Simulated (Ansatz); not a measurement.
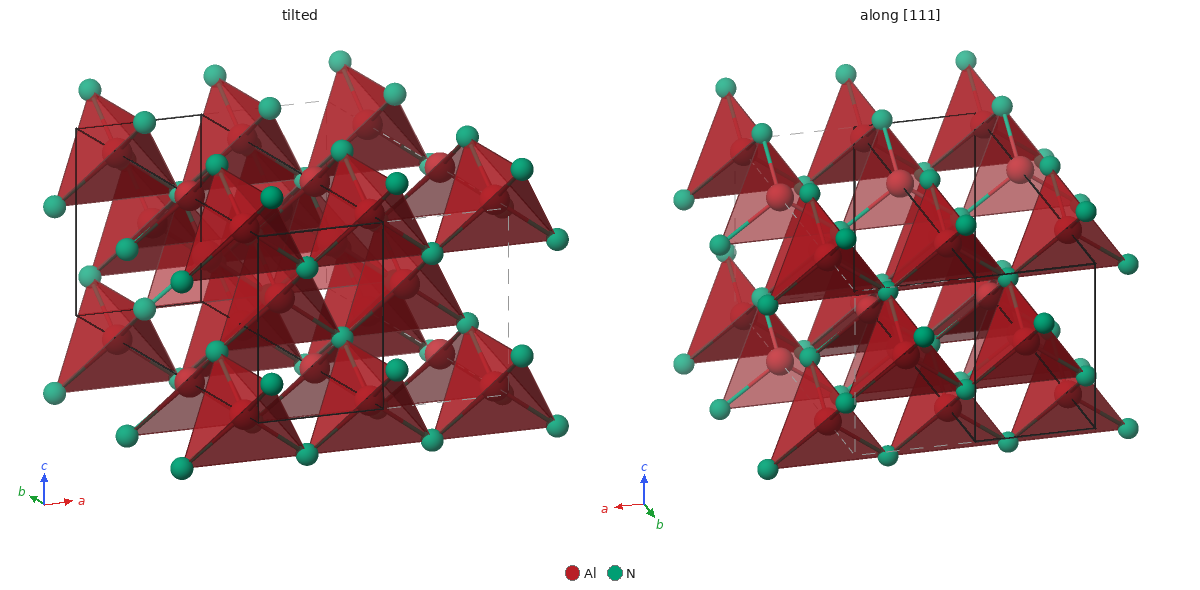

A polyhedral rendering, viewed slightly off an axis and along [111]. Solid lines give the conventional unit cell, repeated here 2×1×1 times. A few atoms beyond the faces are included.

The material is AlN. It is primitive orthorhombic, space group Pmn2_1 (No. 31). In the cell are 6 Al, 6 N, which makes 6 formula units. Al takes three kinds of site: 2a with four N in a tetrahedral arrangement; 2a with four N in a tetrahedral arrangement; 2a with three N in a trigonal pyramidal arrangement. N takes three kinds of site: 2a with four Al in a tetrahedral arrangement; 2a with four Al in a tetrahedral arrangement; 2a with three Al in a trigonal pyramidal arrangement. The bonds build AlN layers parallel to (010).

It goes back to a structure listed in the Materials Project. The cell was then strained or its atoms displaced on purpose. It was run through Ansatz as a DFT input.

At this level of theory the run's own cell isn't at rest (stretched, at -6 GPa and forces up to 1.7 eV/Å), so its distances can differ from those at equilibrium, the more so the softer the solid.
